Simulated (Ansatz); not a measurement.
# BN: molecular dynamics (part 3 of 4)

The same run, continued: BN (P6₃mc, 32 atoms in the cell); DFT, PBEsol, plane waves, PAW (Ansatz 0.2.0); cutoff 420 eV, 6×6×2 k-mesh, Fermi–Dirac smearing of 0.112 eV. The structure was built on a prototype by a generator. The run did not end well. The geometry comes from this level: r2SCAN. It belongs to a series of runs on one base structure; here: NVT, Langevin thermostat at 1300 K. The run did not end well; see the last part.

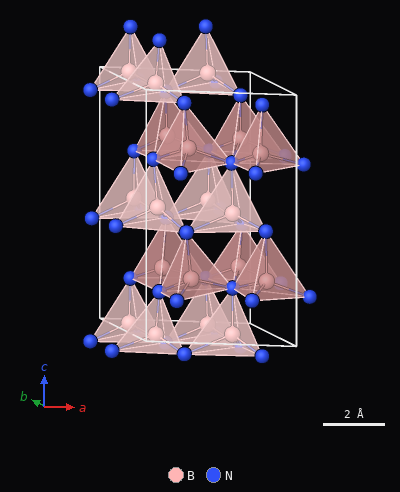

Figure 1. The geometry at step 11 of the log (polyhedral view of the cell of the calculation, seen slightly off an axis; polyhedra are completed across the faces of the cell).

**Trajectory as extended XYZ, continued**
```
32
Lattice="5.0879 0.0000 0.0000 -2.5440 4.4063 0.0000 0.0000 0.0000 8.4156" Properties=species:S:1:pos:R:3:forces:R:3 step=7 time_fs=7.0 energy=-8536.69628 temperature=432.7
B    -0.0018    1.5366    0.0025   -0.8003  -1.7823  -0.8706
B     1.3334    0.7253    2.0407   -0.6028  -0.9726   1.8639
N     0.1206    1.3918    1.4810   -3.7756   2.6412   2.4523
N     1.2240    0.6133    3.6247    2.7010   3.5983   0.9336
B     0.0603    1.4740    4.2408   -1.3563  -1.2063  -0.2545
B     1.2684    0.7863    6.3869   -1.3640  -0.6284  -2.8821
N    -0.0687    1.4920    5.8286    2.1844   0.4446  -0.3254
N     1.1499    0.7436    7.8935    3.3318   0.7008  -0.1179
B    -1.3739    3.7594   -0.0114    1.6791  -2.5143   0.2464
B    -0.0756    2.9348    2.0336    2.0019  -1.0449   1.3580
N    -1.3251    3.6446    1.5339    1.0592   0.8750  -0.2836
N     0.0124    2.9394    3.6873    1.1075  -1.5564  -1.0187
B    -1.1953    3.5894    4.2083   -2.4896   2.5094  -0.1195
B     0.0572    3.0247    6.4034   -2.6464  -2.1617  -2.6198
N    -1.2571    3.7623    5.7350    0.1491  -1.9767   3.0191
N    -0.0095    2.9400    7.8970   -0.3142   2.1967   0.7364
B     2.5841    1.5018    0.0475   -0.9970  -1.4461   0.0035
B     3.8620    0.7612    2.0393    0.3522  -1.2186   2.1693
N     2.5880    1.4919    1.6392    0.0268  -0.4772  -2.6155
N     3.8565    0.7627    3.6870   -0.6821  -0.7199  -0.3044
B     2.5697    1.4672    4.1653   -0.4798  -0.4565  -0.0387
B     3.7205    0.6833    6.2891    3.5648   1.5479   1.5645
N     2.5816    1.4560    5.8289   -2.8577   1.6480  -1.3854
N     3.7863    0.6946    7.9376   -0.2344   1.6286  -0.9324
B     1.2646    3.6991    0.0133   -0.3538  -1.7374   0.8333
B     2.4838    2.9894    2.1348    1.6144  -1.5285  -1.9483
N     1.2547    3.5974    1.6180   -1.3537   2.9829  -2.2664
N     2.5783    2.9866    3.5545   -1.1720  -2.3902   6.3184
B     1.2697    3.6211    4.2109    1.3921   1.9178  -0.4471
B     2.5201    2.9375    6.4176    2.1968  -0.1181  -3.8899
N     1.3159    3.6611    5.8458   -1.0330  -0.5911  -1.6351
N     2.5559    2.8862    7.8677   -0.8483   1.8361   2.4566
32
Lattice="5.0879 0.0000 0.0000 -2.5440 4.4063 0.0000 0.0000 0.0000 8.4156" Properties=species:S:1:pos:R:3:forces:R:3 step=8 time_fs=8.0 energy=-8536.22473 temperature=347.1
B    -0.0032    1.5432   -0.0001   -0.8502  -1.8937  -0.9095
B     1.3429    0.7237    2.0337   -0.7675  -1.0237   2.0195
N     0.1317    1.3859    1.4714   -4.0940   2.8035   2.6715
N     1.2233    0.6021    3.6158    2.7881   3.8629   1.1027
B     0.0630    1.4695    4.2482   -1.3225  -1.0989  -0.4359
B     1.2644    0.7885    6.3883   -1.3246  -0.5230  -2.8964
N    -0.0760    1.4985    5.8339    2.3229   0.2681  -0.3740
N     1.1403    0.7471    7.8953    3.5329   0.5743  -0.2771
B    -1.3847    3.7617   -0.0129    1.8196  -2.4582   0.2068
B    -0.0845    2.9315    2.0247    2.2250  -1.0438   1.5312
N    -1.3297    3.6443    1.5261    1.1120   0.8232  -0.1522
N     0.0162    2.9383    3.6887    1.0309  -1.6550  -1.0524
B    -1.1951    3.5833    4.2064   -2.3841   2.6471  -0.1177
B     0.0549    3.0292    6.4094   -2.5918  -2.1718  -2.7923
N    -1.2546    3.7709    5.7330    0.0756  -2.1335   3.0897
N    -0.0109    2.9460    7.8982   -0.3793   2.1191   0.7781
B     2.5871    1.5011    0.0570   -1.0442  -1.4159  -0.2188
B     3.8717    0.7649    2.0332    0.2538  -1.3314   2.3083
N     2.5918    1.4956    1.6434    0.1658  -0.5739  -2.7365
N     3.8634    0.7642    3.6884   -0.7789  -0.7474  -0.3555
B     2.5755    1.4697    4.1597   -0.5676  -0.5627   0.0488
B     3.7166    0.6754    6.2925    3.5349   1.8248   1.5628
N     2.5814    1.4578    5.8306   -2.8359   1.5816  -1.4095
N     3.7826    0.6913    7.9404   -0.2106   1.6826  -0.8933
B     1.2638    3.6958    0.0187   -0.3866  -1.6580   0.7261
B     2.4802    2.9922    2.1351    1.6319  -1.5527  -2.0449
N     1.2490    3.5906    1.6174   -1.2774   3.1715  -2.2796
N     2.5798    2.9887    3.5496   -1.2036  -2.5038   6.5431
B     1.2716    3.6208    4.2120    1.3841   1.9198  -0.4603
B     2.5219    2.9372    6.4226    2.1945  -0.1780  -4.0793
N     1.3204    3.6587    5.8525   -1.1644  -0.5926  -1.7898
N     2.5560    2.8823    7.8664   -0.8886   1.8394   2.6864
32
Lattice="5.0879 0.0000 0.0000 -2.5440 4.4063 0.0000 0.0000 0.0000 8.4156" Properties=species:S:1:pos:R:3:forces:R:3 step=9 time_fs=9.0 energy=-8535.95282 temperature=335.8
B    -0.0077    1.5480   -0.0030   -0.8386  -1.8972  -0.9747
B     1.3512    0.7218    2.0277   -0.9426  -1.0494   2.1031
N     0.1395    1.3812    1.4630   -4.3177   2.9202   2.8750
N     1.2252    0.5932    3.6066    2.7976   4.0383   1.2881
B     0.0652    1.4631    4.2552   -1.2553  -0.9206  -0.6112
B     1.2588    0.7904    6.3877   -1.2255  -0.4099  -2.8060
N    -0.0825    1.5046    5.8389    2.4221   0.0803  -0.4462
N     1.1319    0.7520    7.8970    3.6626   0.4282  -0.4361
B    -1.3949    3.7637   -0.0149    1.9733  -2.3509   0.1511
B    -0.0912    2.9271    2.0181    2.3308  -0.9954   1.6352
N    -1.3342    3.6459    1.5173    1.1763   0.6935   0.0834
N     0.0192    2.9357    3.6914    0.9398  -1.6932  -1.1014
B    -1.1980    3.5786    4.2033   -2.1458   2.7373  -0.0547
B     0.0500    3.0327    6.4120   -2.4435  -2.1209  -2.8462
N    -1.2511    3.7778    5.7341   -0.0591  -2.2724   2.9921
N    -0.0125    2.9552    7.8989   -0.4634   1.8765   0.8085
B     2.5887    1.4994    0.0675   -1.0801  -1.3643  -0.5204
B     3.8820    0.7674    2.0280    0.0810  -1.3944   2.3908
N     2.5935    1.4991    1.6447    0.3652  -0.6765  -2.7126
N     3.8704    0.7654    3.6899   -0.8485  -0.7971  -0.4391
B     2.5831    1.4725    4.1539   -0.7053  -0.6779   0.1799
B     3.7159    0.6696    6.2963    3.3641   2.0342   1.5261
N     2.5792    1.4588    5.8301   -2.6892   1.5008  -1.3864
N     3.7789    0.6883    7.9414   -0.1717   1.6989  -0.7921
B     1.2641    3.6900    0.0241   -0.4498  -1.4811   0.5620
B     2.4778    2.9934    2.1344    1.5996  -1.5124  -2.0492
N     1.2421    3.5852    1.6162   -1.0925   3.2740  -2.2087
N     2.5806    2.9892    3.5491   -1.2042  -2.5751   6.4658
B     1.2750    3.6210    4.2111    1.2869   1.8835  -0.3895
B     2.5243    2.9364    6.4243    2.1589  -0.2407  -4.0605
N     1.3247    3.6561    5.8581   -1.2893  -0.5525  -1.9399
N     2.5560    2.8788    7.8677   -0.9360   1.8162   2.7137
32
Lattice="5.0879 0.0000 0.0000 -2.5440 4.4063 0.0000 0.0000 0.0000 8.4156" Properties=species:S:1:pos:R:3:forces:R:3 step=10 time_fs=10.0 energy=-8535.92120 temperature=358.9
B    -0.0152    1.5510   -0.0070   -0.7449  -1.8242  -1.0136
B     1.3578    0.7179    2.0243   -1.1123  -0.9749   2.0906
N     0.1430    1.3769    1.4566   -4.3894   2.9914   3.0161
N     1.2282    0.5871    3.5989    2.7855   4.0961   1.4612
B     0.0661    1.4551    4.2614   -1.1537  -0.6621  -0.7631
B     1.2529    0.7933    6.3857   -1.0629  -0.3368  -2.6346
N    -0.0873    1.5116    5.8443    2.4755  -0.1568  -0.5599
N     1.1259    0.7579    7.8978    3.7012   0.2646  -0.5201
B    -1.4052    3.7643   -0.0163    2.1536  -2.1592   0.0484
B    -0.0963    2.9217    2.0128    2.3337  -0.9215   1.7079
N    -1.3392    3.6496    1.5087    1.2430   0.4786   0.3788
N     0.0227    2.9312    3.6933    0.8086  -1.6355  -1.1113
B    -1.2009    3.5766    4.2004   -1.8501   2.7245   0.0349
B     0.0426    3.0343    6.4118   -2.1901  -1.9884  -2.7695
N    -1.2458    3.7822    5.7390   -0.2627  -2.3510   2.7301
N    -0.0131    2.9667    7.9002   -0.6033   1.4916   0.7870
B     2.5885    1.4946    0.0784   -1.1081  -1.2170  -0.9140
B     3.8939    0.7676    2.0245   -0.2064  -1.3852   2.4178
N     2.5941    1.5008    1.6426    0.5661  -0.7553  -2.5181
N     3.8779    0.7668    3.6915   -0.9234  -0.8989  -0.5434
B     2.5913    1.4748    4.1475   -0.8460  -0.7731   0.3537
B     3.7195    0.6661    6.3017    3.0626   2.1368   1.4241
N     2.5768    1.4586    5.8292   -2.4731   1.4230  -1.3637
N     3.7760    0.6861    7.9396   -0.1208   1.6503  -0.6107
B     1.2649    3.6821    0.0298   -0.5138  -1.2060   0.3290
B     2.4760    2.9942    2.1311    1.5156  -1.4742  -1.8478
N     1.2328    3.5821    1.6141   -0.7575   3.2670  -2.0642
N     2.5805    2.9878    3.5535   -1.1566  -2.5892   6.0216
B     1.2805    3.6211    4.2097    1.1028   1.8203  -0.2835
B     2.5281    2.9345    6.4211    2.0695  -0.2744  -3.7924
N     1.3278    3.6530    5.8615   -1.3484  -0.4620  -2.0401
N     2.5558    2.8768    7.8711   -0.9941   1.7014   2.5491
32
Lattice="5.0879 0.0000 0.0000 -2.5440 4.4063 0.0000 0.0000 0.0000 8.4156" Properties=species:S:1:pos:R:3:forces:R:3 step=11 time_fs=11.0 energy=-8536.12256 temperature=468.1
B    -0.0228    1.5514   -0.0132   -0.6347  -1.6971  -0.9291
B     1.3631    0.7111    2.0241   -1.2519  -0.7472   1.9236
N     0.1434    1.3736    1.4513   -4.3206   2.9823   3.1297
N     1.2334    0.5842    3.5912    2.7008   4.0412   1.6891
B     0.0646    1.4450    4.2674   -0.9992  -0.3120  -0.9284
B     1.2463    0.7976    6.3822   -0.8229  -0.3043  -2.3674
N    -0.0908    1.5179    5.8503    2.4846  -0.3983  -0.7267
N     1.1233    0.7648    7.8979    3.6819   0.0260  -0.5637
B    -1.4134    3.7626   -0.0166    2.3122  -1.8903  -0.1002
B    -0.1006    2.9159    2.0093    2.3105  -0.8635   1.7409
N    -1.3429    3.6543    1.5013    1.2557   0.2193   0.6980
N     0.0270    2.9245    3.6918    0.6003  -1.4626  -0.9811
B    -1.2046    3.5787    4.1980   -1.4467   2.5449   0.1069
B     0.0326    3.0340    6.4092   -1.8190  -1.7882  -2.5536
N    -1.2405    3.7838    5.7481   -0.5007  -2.3491   2.2995
N    -0.0122    2.9779    7.9027   -0.7994   1.0708   0.6711
B     2.5873    1.4861    0.0881   -1.1425  -0.9607  -1.3426
B     3.9065    0.7646    2.0233   -0.5475  -1.2832   2.3491
N     2.5953    1.5017    1.6366    0.6838  -0.8592  -2.1318
N     3.8841    0.7676    3.6932   -0.9558  -1.0485  -0.6591
B     2.5983    1.4757    4.1396   -0.9742  -0.8286   0.5920
B     3.7279    0.6651    6.3096    2.5830   2.1421   1.2490
N     2.5733    1.4586    5.8279   -2.1535   1.2934  -1.3427
N     3.7737    0.6851    7.9373   -0.0321   1.5291  -0.4417
B     1.2659    3.6726    0.0357   -0.5548  -0.8801   0.0414
B     2.4747    2.9940    2.1248    1.4092  -1.4293  -1.4524
N     1.2218    3.5816    1.6106   -0.3065   3.1523  -1.8216
N     2.5805    2.9844    3.5633   -1.0858  -2.5249   5.2216
B     1.2883    3.6214    4.2086    0.8108   1.7012  -0.1655
B     2.5352    2.9326    6.4130    1.8666  -0.2874  -3.2899
N     1.3292    3.6498    5.8644   -1.3362  -0.3334  -2.1250
N     2.5552    2.8756    7.8765   -1.0158   1.5451   2.2105
32
Lattice="5.0879 0.0000 0.0000 -2.5440 4.4063 0.0000 0.0000 0.0000 8.4156" Properties=species:S:1:pos:R:3:forces:R:3 step=12 time_fs=12.0 energy=-8536.44935 temperature=565.4
B    -0.0295    1.5499   -0.0214   -0.5252  -1.5223  -0.7174
B     1.3680    0.7016    2.0272   -1.3872  -0.3693   1.6007
N     0.1414    1.3723    1.4474   -4.1245   2.8826   3.2184
N     1.2410    0.5851    3.5839    2.5507   3.8495   1.9507
B     0.0620    1.4325    4.2730   -0.8222   0.1371  -1.1233
B     1.2393    0.8038    6.3780   -0.5084  -0.3422  -2.0453
N    -0.0917    1.5227    5.8552    2.4220  -0.6002  -0.8880
N     1.1242    0.7723    7.8980    3.6032  -0.2296  -0.5988
B    -1.4186    3.7591   -0.0182    2.4444  -1.5866  -0.2242
B    -0.1029    2.9097    2.0085    2.2258  -0.8200   1.7098
N    -1.3446    3.6599    1.4935    1.2206  -0.0738   1.0760
N     0.0305    2.9170    3.6880    0.3837  -1.2441  -0.7724
B    -1.2111    3.5825    4.1949   -0.9301   2.3101   0.2131
B     0.0217    3.0327    6.4043   -1.3789  -1.5389  -2.2183
N    -1.2358    3.7843    5.7598   -0.7494  -2.3065   1.7469
N    -0.0113    2.9886    7.9060   -0.9978   0.6345   0.4547
B     2.5860    1.4758    0.0976   -1.1749  -0.6304  -1.8315
B     3.9174    0.7596    2.0240   -0.8365  -1.1175   2.2080
N     2.5980    1.5031    1.6276    0.6793  -1.0070  -1.5648
N     3.8893    0.7681    3.6933   -0.9775  -1.2168  -0.7431
B     2.6034    1.4757    4.1310   -1.0673  -0.8780   0.8729
B     3.7402    0.6667    6.3194    1.9859   2.0499   1.0209
N     2.5694    1.4588    5.8264   -1.7693   1.1402  -1.3314
N     3.7726    0.6854    7.9356    0.0781   1.3678  -0.3038
B     1.2663    3.6633    0.0432   -0.5576  -0.5556  -0.3241
B     2.4748    2.9921    2.1161    1.2613  -1.3228  -0.9760
N     1.2095    3.5837    1.6054    0.2534   2.9444  -1.4634
N     2.5795    2.9805    3.5780   -0.9809  -2.4252   4.1446
B     1.2976    3.6226    4.2060    0.4047   1.5602   0.0028
B     2.5442    2.9301    6.4009    1.5951  -0.2526  -2.6111
N     1.3298    3.6475    5.8678   -1.2819  -0.1940  -2.2377
N     2.5548    2.8752    7.8834   -1.0384   1.3572   1.7551
32
Lattice="5.0879 0.0000 0.0000 -2.5440 4.4063 0.0000 0.0000 0.0000 8.4156" Properties=species:S:1:pos:R:3:forces:R:3 step=13 time_fs=13.0 energy=-8536.79058 temperature=648.0
B    -0.0351    1.5474   -0.0300   -0.4006  -1.3145  -0.4538
B     1.3707    0.6912    2.0322   -1.4671   0.0937   1.2198
N     0.1379    1.3736    1.4451   -3.8950   2.7179   3.2616
N     1.2494    0.5897    3.5789    2.3610   3.5517   2.1671
B     0.0573    1.4195    4.2780   -0.5870   0.6296  -1.3030
B     1.2334    0.8106    6.3740   -0.1779  -0.3975  -1.7323
N    -0.0898    1.5275    5.8576    2.2671  -0.7976  -0.9850
N     1.1281    0.7799    7.8972    3.4609  -0.4462  -0.5854
B    -1.4218    3.7552   -0.0209    2.5547  -1.2800  -0.2979
B    -0.1027    2.9035    2.0103    2.0793  -0.7595   1.6296
N    -1.3456    3.6670    1.4871    1.1831  -0.4159   1.4366
N     0.0349    2.9093    3.6841    0.1017  -0.9832  -0.5775
B    -1.2187    3.5887    4.1905   -0.3952   2.0231   0.3766
B     0.0092    3.0306    6.3983   -0.8680  -1.2535  -1.8443
N    -1.2322    3.7851    5.7734   -0.9995  -2.2692   1.1118
N    -0.0116    2.9995    7.9102   -1.1697   0.1723   0.1895
B     2.5855    1.4645    0.1053   -1.2208  -0.2406  -2.3212
B     3.9257    0.7531    2.0255   -1.0610  -0.8902   2.0299
N     2.6005    1.5048    1.6178    0.6196  -1.1707  -0.9503
N     3.8937    0.7695    3.6909   -1.0100  -1.4263  -0.7824
B     2.6073    1.4747    4.1218   -1.1599  -0.9010   1.1889
B     3.7553    0.6701    6.3309    1.3448   1.8725   0.7190
N     2.5650    1.4587    5.8250   -1.3354   0.9941  -1.3306
N     3.7731    0.6870    7.9324    0.1813   1.1811  -0.1195
B     1.2658    3.6540    0.0514   -0.5254  -0.2168  -0.7512
B     2.4768    2.9894    2.1057    1.0588  -1.1814  -0.4712
N     1.1970    3.5888    1.5996    0.8464   2.6608  -1.0518
N     2.5760    2.9760    3.5967   -0.7645  -2.2793   2.9235
B     1.3067    3.6240    4.2025   -0.0377   1.4284   0.2307
B     2.5536    2.9271    6.3861    1.2658  -0.1663  -1.8882
N     1.3291    3.6459    5.8713   -1.1867  -0.0347  -2.3457
N     2.5544    2.8770    7.8903   -1.0634   1.0992   1.3067
32
Lattice="5.0879 0.0000 0.0000 -2.5440 4.4063 0.0000 0.0000 0.0000 8.4156" Properties=species:S:1:pos:R:3:forces:R:3 step=14 time_fs=14.0 energy=-8537.09309 temperature=709.8
B    -0.0402    1.5437   -0.0379   -0.2515  -1.0773  -0.1867
B     1.3699    0.6809    2.0365   -1.4269   0.5844   0.9033
N     0.1338    1.3778    1.4448   -3.6696   2.4901   3.2474
N     1.2594    0.5968    3.5767    2.0944   3.1988   2.2897
B     0.0504    1.4061    4.2820   -0.2800   1.1471  -1.4381
B     1.2287    0.8171    6.3703    0.1456  -0.4518  -1.4604
N    -0.0871    1.5313    5.8586    2.0713  -0.9663  -1.0292
N     1.1353    0.7872    7.8959    3.2147  -0.5982  -0.5194
B    -1.4229    3.7523   -0.0237    2.6169  -1.0461  -0.3272
B    -0.1003    2.8973    2.0145    1.9083  -0.6607   1.5282
N    -1.3467    3.6747    1.4826    1.1452  -0.7751   1.7184
N     0.0416    2.9016    3.6805   -0.2842  -0.7016  -0.3846
B    -1.2266    3.5982    4.1865    0.1286   1.6288   0.5274
B    -0.0048    3.0270    6.3925   -0.2842  -0.9335  -1.4923
N    -1.2300    3.7856    5.7877   -1.2307  -2.2070   0.4771
N    -0.0130    3.0107    7.9146   -1.3277  -0.3323  -0.0741
B     2.5844    1.4527    0.1099   -1.2428   0.1439  -2.7158
B     3.9337    0.7447    2.0298   -1.2998  -0.6070   1.7905
N     2.6029    1.5058    1.6080    0.5284  -1.3325  -0.3642
N     3.8967    0.7704    3.6873   -1.0173  -1.6335  -0.8026
B     2.6102    1.4732    4.1123   -1.2599  -0.9109   1.5258
B     3.7713    0.6756    6.3441    0.6902   1.5902   0.3273
N     2.5596    1.4592    5.8226   -0.8627   0.8374  -1.2883
N     3.7747    0.6881    7.9288    0.2813   1.0477   0.0775
B     1.2660    3.6443    0.0580   -0.5130   0.1231  -1.1254
B     2.4793    2.9854    2.0939    0.8567  -1.0362   0.0202
N     1.1855    3.5965    1.5949    1.4046   2.3173  -0.6865
N     2.5716    2.9692    3.6175   -0.4684  -2.0126   1.7217
B     1.3144    3.6270    4.1998   -0.4438   1.2482   0.4665
B     2.5639    2.9242    6.3705    0.8405  -0.0429  -1.2315
N     1.3274    3.6448    5.8736   -1.0730   0.1380  -2.3937
N     2.5517    2.8801    7.8970   -0.9912   0.8303   0.8992
```
